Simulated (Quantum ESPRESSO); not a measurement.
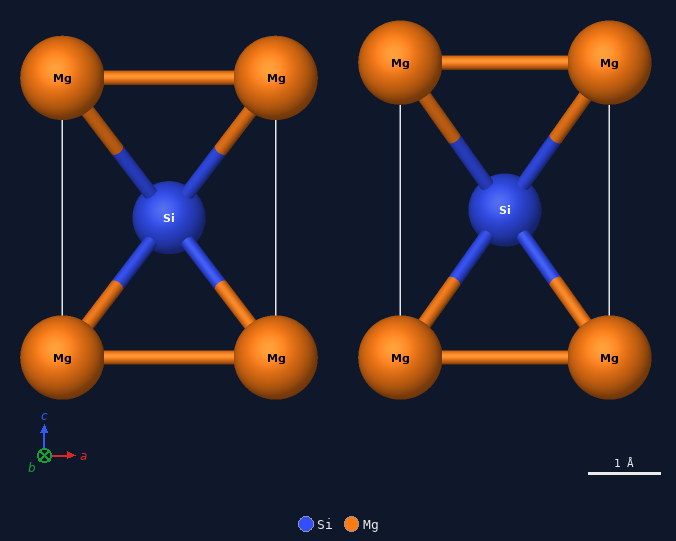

Two geometries of a crystal of MgSi (set up in P4/mmm), drawn at one scale. One is the start of a relaxation, the other its converged end. A ball-and-stick model of the cell of the calculation, seen along the b axis.

Level of theory: Kohn-Sham DFT of a periodic cell, PBEsol, GBRV 1.5 PBEsol (Quantum ESPRESSO 7.5). (plane-wave cutoff 707.5 eV; k-point mesh 9 × 9 × 7; occupations fermi-dirac; smearing width 0.05 eV; target pressure 0 GPa; no spin polarisation)

Q: Which one is relaxed?

A: The left one is the relaxed one. The run lets cell and atoms move. No atom moves by more than 0.005 Å relative to the cell. Cell: a = b 2.908 → 2.967 Å (+2.0 %), c 4.103 → 3.891 Å (−5.2 %). Volume −1.3 %. Some distances before and after: Mg–Mg 2.908 → 2.967 Å, Mg–Si 2.905 → 2.861 Å. The space group stays P4/mmm (No. 123). Over 9 geometry steps the energy falls by 16.0 meV per atom. All forces vanish by symmetry, so only the cell relaxes. Pressure: −1.57 GPa at the start and −0.01 GPa at the end.
